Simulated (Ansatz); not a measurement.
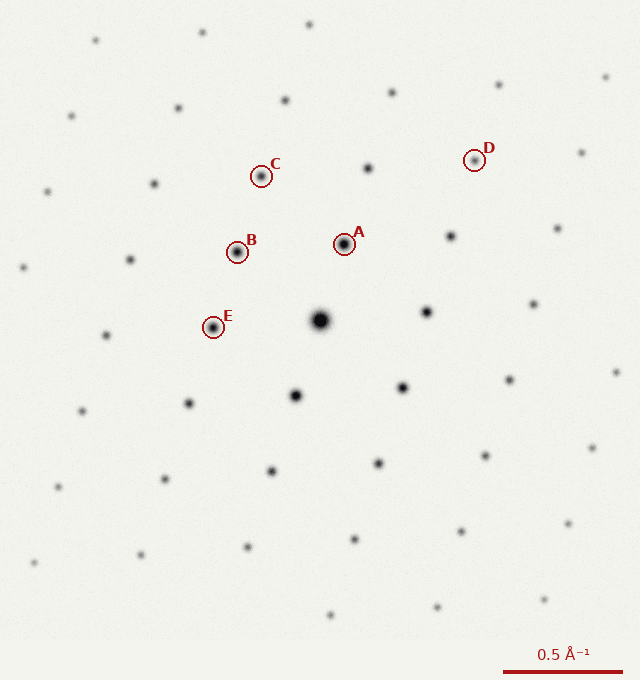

Computed electron diffraction pattern, 100 kV, single scattering only, B = 0.3 Å². The zone axis points towards the electron source and the pattern is seen from the source side.

Crystal: Y, space group P6/mmm (No. 191), a = 3.44 Å, c = 3.30 Å (hexagonal axes). Structure: the end point of a relaxation with DFT r2SCAN, scalar-relativistic, plane waves, PAW in Ansatz 0.2.0; the starting structure was generated, so it need not be a known form of this composition.

```json
{"atom": "Y", "site": "1a", "symmetry": "6/mmm", "x": "0.0000", "y": "0.0000", "z": "0.0000"}
```

Spot A is indexed 0 -1 0 and spot B 1 -1 -1.

Question: Index the other marked spots.

Answer: C = A + B = 1 -2 -1 (d = 1.527 Å). D = 3A − B = -1 -2 1 (d = 1.067 Å). E = −A + B = 1 0 -1 (d = 2.213 Å).

Question: Find the zone axis.

Answer: The cross product of A and B is parallel to [101]; every spot obeys hu + kv + lw = 0.
